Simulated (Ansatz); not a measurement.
Input

```
crystal:
  lattice:
    - [5.81510172, 0.0, 0.0]
    - [0.0, 5.81510172, 0.0]
    - [0.0, 0.0, 5.81510172]
  atoms:
    - { symbol: "N", position: [0.04586114, 0.45413886, 0.54586114] }
    - { symbol: "N", position: [0.45413886, 0.54586114, 0.04586114] }
    - { symbol: "N", position: [0.54586114, 0.04586114, 0.45413886] }
    - { symbol: "N", position: [0.95413886, 0.95413886, 0.95413886] }
    - { symbol: "N", position: [0.93609856, 0.56390144, 0.43609856] }
    - { symbol: "N", position: [0.56390144, 0.43609856, 0.93609856] }
    - { symbol: "N", position: [0.43609856, 0.93609856, 0.56390144] }
    - { symbol: "N", position: [0.06390144, 0.06390144, 0.06390144] }
hamiltonian:
  xc: pbe
  pseudopotentials: { kind: paw }
kpoints:
  mp_grid: { grid: [5, 5, 5] }
scf:
  occupations: { method: gaussian, width: 0.1 }
output:
  forces: true
  stress: true
  eigenvalues: true
  write_density: true
  write_potential: true
  elf: true
  volumetric_format: npy
```

Command:

```sh
ansatz run input.yaml --threads 4 --pin off --max-ram 11264MiB --backend cpu --events-out ev --progress --plain --runs-dir out
```

Below, planes, directions and counts refer to the conventional cell (a = 5.82 Å, b = 5.82 Å, c = 5.82 Å, α = 90.00°, β = 90.00°, γ = 90.00°).

Space group P2₁3; a structure from a database of computed crystals, not necessarily the ambient phase; not relaxed (largest force 0.5 eV/Å).

Computed with Ansatz 0.2.0, Kohn-Sham DFT of a periodic cell, PBE, Ansatz PAW.

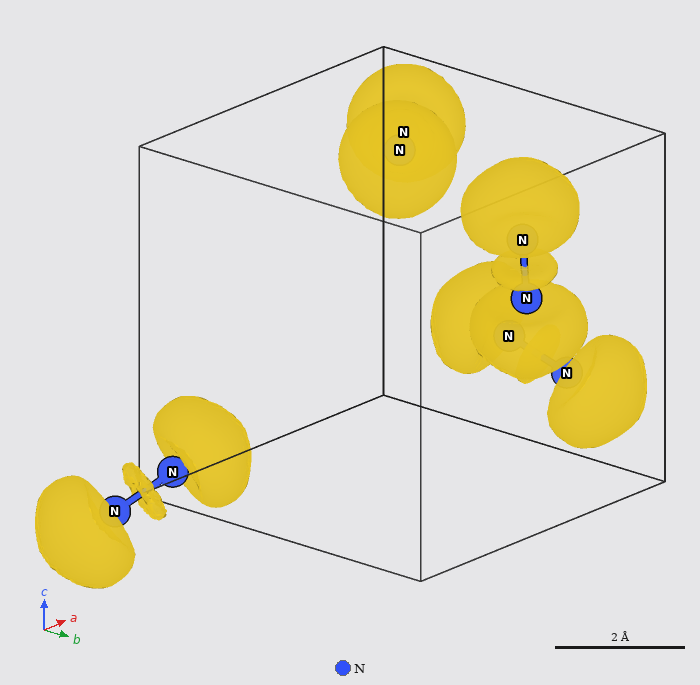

N. Isosurface of the electron localisation function at 0.8 (yellow), seen at an oblique angle. Only the valence region is drawn (cores and ρ < 0.01 e/Å³ removed). Sticks mark near contacts.

### Identify the bonds, lone pairs and shells in this picture.

The surface consists of four regions between bonded N–N atoms (shared pairs) and eight lobes on N, pointing away from the bonds (lone pairs), counted in one cell of 8 atoms. Regions shared between cells count once.

Values along the shortest contacts:
N–N (1.11 Å): the ELF peaks at about 0.85 between the atoms (inside overlapping PAW spheres, so only a guide); a multiple bond.
